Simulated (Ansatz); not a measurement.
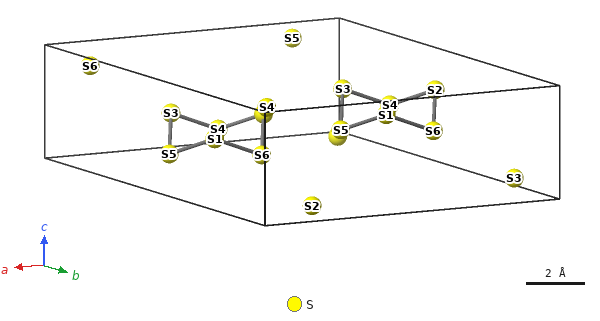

Reference structure: crystalline S (built on the database structure type). The picture is a ball-and-stick view of the conventional cell (3 times the calculation's cell), seen from a free direction. Lengths and directions refer to the drawn axes.

Computed with Ansatz 0.2.0, DFT, HSE06, plane waves, PAW. (plane-wave cutoff 420 eV; k-point mesh 4 × 4 × 4; occupations fixed; no spin polarisation)

Change: The cell is strained by +3.0 % along a and none across it (volume +3.0 %) and atoms are displaced by up to 0.05 Å (root mean square over those that move 0.04 Å) relative to the cell: S2 0.05 Å along +a. No relaxation follows.

Input file:
```yaml
crystal:
  lattice:
    - [5.521512953, 3.0952975917, 1.394946327]
    - [-5.521512953, 3.0952975917, 1.394946327]
    - [0.0, -6.1905951835, 1.3949463269]
  atoms:
    - { symbol: S, position: [0.2572227562, 0.1532480997, 0.9189489561] }
    - { symbol: S, position: [0.9183224634, 0.2500766926, 0.1485692092] }
    - { symbol: S, position: [0.140496328, 0.9121810747, 0.2514428555] }
    - { symbol: S, position: [0.7427772438, 0.8467519003, 0.0810510439] }
    - { symbol: S, position: [0.0816775366, 0.7499233074, 0.8514307908] }
    - { symbol: S, position: [0.859503672, 0.0878189253, 0.7485571445] }
kpoints:
  mp_grid: { grid: [4, 4, 4] }
  band_path:
    path:
      - [0.0, 0.0, 0.0]
      - [0.5, 0.0, 0.0]
      - [0.5, -0.5, 0.5]
      - [0.2005166863, -0.7994833137, 0.2005166863]
      - [0.5, -0.5, 0.0]
      - [0.255208, -0.182292, -0.208333]
    npoints: 1
hamiltonian:
  xc: hse06
scf:
  occupations: { method: fixed }
  n_extra_bands: 5
output:
  forces: true
  stress: true
  eigenvalues: true
```

Run as
```bash
ansatz run input.yaml --threads 4 --pin off --max-ram 4608MiB --backend cpu --events-out ev --progress --plain --runs-dir out
```

### What is the effect?

The space group (tolerance 0.01 Å) goes from R-3 (No. 148) to P-1 (No. 2). It lowers the energy by 5.0 meV per atom. Pressure: 0.2 GPa before, −0.1 GPa after. The principal stresses (compression positive) are 1.1 GPa along c, −0.4 GPa along [1 2 0], −1.0 GPa along a. The largest forces, 0.36 eV/Å, act on 6 atoms; on S3 it points roughly along [0 1 −2]. The forces point along the displacements, not back (a soft direction, or forces left over where the reference was relaxed at another level) (cosine 0.57). The band gap: 2.93 eV before, 2.87 eV after.

The changed structure in the same view:

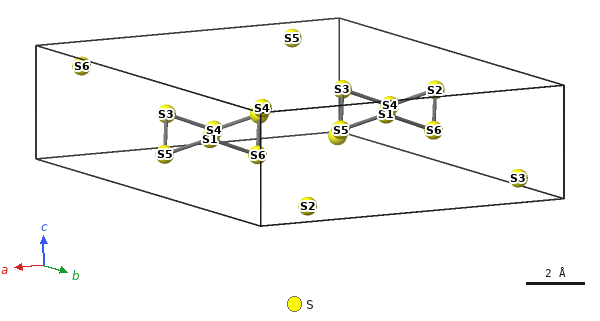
